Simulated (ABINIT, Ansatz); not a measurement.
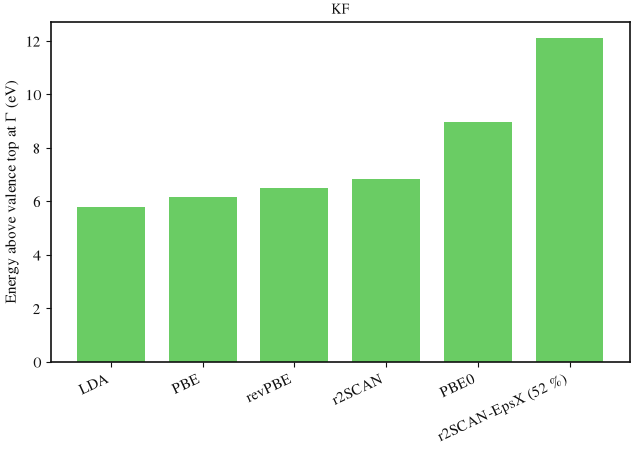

Lowest conduction level at Γ, counted from the valence-band top at Γ, by several methods on one cell of rocksalt KF, space group Fm-3m, 2 atoms in the primitive cell; cubic a = 5.344 Å. All runs are without spin-orbit coupling and carry no moments.

> How do the methods rank at Γ?

From low to high: LDA 5.79, PBE 6.17, revPBE 6.49, r2SCAN 6.83, PBE0 8.96, r2SCAN-EpsX (52 %) 12.10 eV.

| method | program | Γ (eV) |
| --- | --- | --- |
| LDA | ABINIT | 5.79 |
| PBE | ABINIT | 6.17 |
| revPBE | Ansatz | 6.49 |
| r2SCAN | ABINIT | 6.83 |
| PBE0 | ABINIT | 8.96 |
| r2SCAN-EpsX (52 %) | Ansatz | 12.10 |

Settings. LDA: JTH PAW LDA v2.0, 9×9×9 k mesh, 626 eV cutoff, Fermi-Dirac smearing of 0.05 eV (ABINIT 10.8.3 (patched build)). PBE: JTH PAW PBE v2.0, 9×9×9 k mesh, 626 eV cutoff, Fermi-Dirac smearing of 0.05 eV (ABINIT). revPBE: revPBE with D4 dispersion, Ansatz NC, 9×9×9 k mesh, 1320 eV cutoff, fixed occupations (Ansatz 0.2.0). r2SCAN: JTH PAW PBE v2.0, 9×9×9 k mesh, 762 eV cutoff, Fermi-Dirac smearing of 0.05 eV (ABINIT 10.8.3 (patched build)). PBE0: PseudoDojo NC SR PBE v0.4.1 standard, 6×6×6 k mesh, 952 eV cutoff, fixed occupations (ABINIT 10.8.3 (patched build)). r2SCAN-EpsX (52 %): a hybrid whose share of exact exchange is set to 1/ε∞ with D4 dispersion, JTH PAW LDA, 5×5×5 k mesh, 1500 eV cutoff, Gaussian smearing of 0.15 eV (Ansatz 0.2.0).

These are six of the 19 methods that were run on this cell. The runs come from different programs and meshes, which adds differences of its own. LDA, GGA and most meta-GGA functionals understate gaps. revPBE and PBE0: the potentials were made for another functional. r2SCAN: the PAW data sets were made with another functional. r2SCAN-EpsX (52 %): the k mesh is thin for exact exchange.
